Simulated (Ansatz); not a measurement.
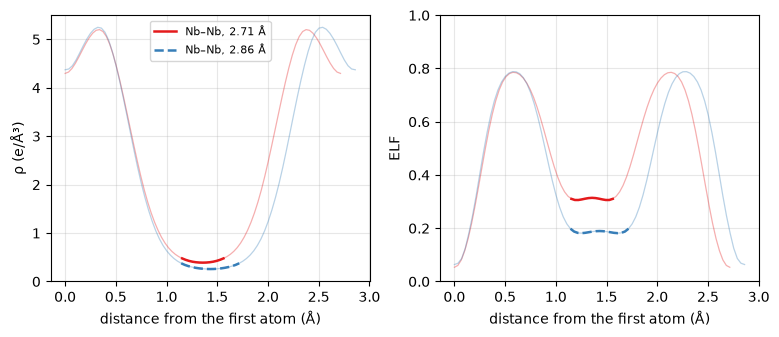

The picture shows: Nb. Valence charge density (pseudo) and electron localisation function along straight lines between neighbouring atoms. Thin, pale parts lie inside the atomic spheres.

Space group P6/mmm; set up as Nb, omega (AlB2-type); a generated structure, not necessarily the stable one; changed on purpose from its base cell (volume × 1.0); computed without spin polarisation.

Method: DFT, BLYP, plane waves (420 eV) with PAW, scalar-relativistic in Ansatz.

In a PAW calculation such maps are meaningful between the atoms, not at the nuclei.

Input file:

```
crystal:
  lattice:
    - [4.9551073367, 0.0, 0.0]
    - [-2.4775536684, 4.2912488321, 0.0]
    - [0.0, 0.0, 2.7149448905]
  atoms:
    - { symbol: Nb, position: [1.0, 0.0, 0.0] }
    - { symbol: Nb, position: [0.3333333333, 0.6666666667, 0.5] }
    - { symbol: Nb, position: [0.6666666667, 0.3333333333, 0.5] }
hamiltonian:
  xc: blyp
  pseudopotentials:
    kind: paw
    azcp:
      Nb: "pseudopotentials/Nb.paw.azcp"
basis:
  ecutwfc: 420
  fft_grid_basis: typed
kpoints:
  mp_grid: { grid: [8, 8, 13], shift: [0, 0, 0] }
magnetization:
  spin_polarized: false
scf:
  occupations: { method: fermi_dirac, width: 0.1 }
  lower_state_search: "off"
output:
  stress: true
  write_density: true
  write_potential: true
  elf: true
  volumetric_format: npy
```

Command:

```sh
ansatz run input.yaml --threads 2 --pin off --max-ram 5120MiB --backend cpu --events-out ev --progress --plain --runs-dir out
```

Below, planes, directions and counts refer to the conventional cell (a = 4.96 Å, b = 4.96 Å, c = 2.71 Å, α = 90.00°, β = 90.00°, γ = 120.00°).

What can be read from the curves?

Answer. Nb–Nb (2.71 Å): ρ is about 0.39 e/Å³ halfway; the ELF is about 0.30 at the midpoint.
Nb–Nb (2.86 Å): ρ is about 0.26 e/Å³ halfway; the ELF is about 0.20 at the midpoint: no localised pair shows between them.
